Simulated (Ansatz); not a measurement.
Consider SnSe.

Input

```
crystal:
  lattice:
    - [0.0, 3.01, 3.01]
    - [3.01, 0.0, 3.01]
    - [3.01, 3.01, 0.0]
  atoms:
    - { symbol: Sn, position: [0.0, 0.0, 0.0] }
    - { symbol: Se, position: [0.5, 0.5, 0.5] }
kpoints:
  mp_grid: { grid: [13, 13, 13] }
scf:
  occupations: { method: fermi_dirac, width: 0.02 }
hamiltonian:
  xc: r2scan
  pseudopotentials: { kind: paw }
output:
  forces: true
  stress: true
  populations: true
  efg: { quadrupole_moments_barn: { Sn: -0.132 }, contact_densities: true }
  write_density: true
  write_potential: true
  elf: true
  volumetric_format: npy
```

Launched as:

```sh
ansatz run input.yaml --threads 1 --pin off --max-ram 3072MiB --backend cpu --events-out ev --progress --plain --runs-dir out
```

Below, planes, directions and counts refer to the conventional cell (a = 6.02 Å, b = 6.02 Å, c = 6.02 Å, α = 90.00°, β = 90.00°, γ = 90.00°).

Space group Fm-3m.

Level of theory: Ansatz 0.2.0, DFT, r2SCAN, plane-wave PAW, default files, scalar-relativistic.

> What can the converged valence pseudo-density and electron localisation function tell about the bonding?

Sn–Se (3.01 Å): ρ is about 0.23 e/Å³ halfway; the ELF is about 0.40 at the midpoint and 0.30 at its lowest between the atoms.

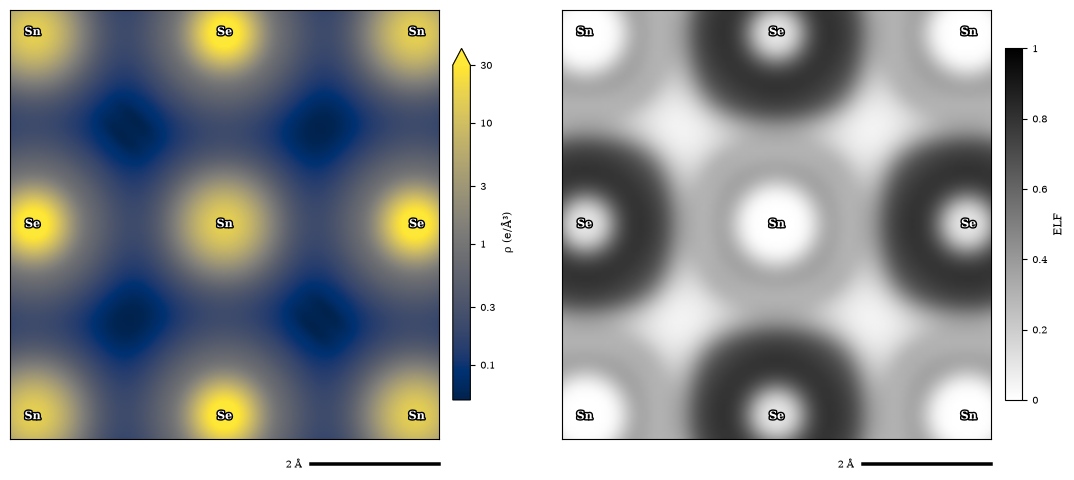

Computed valence pseudo-density and electron localisation function on the (010) plane of the conventional cell, in this order. 
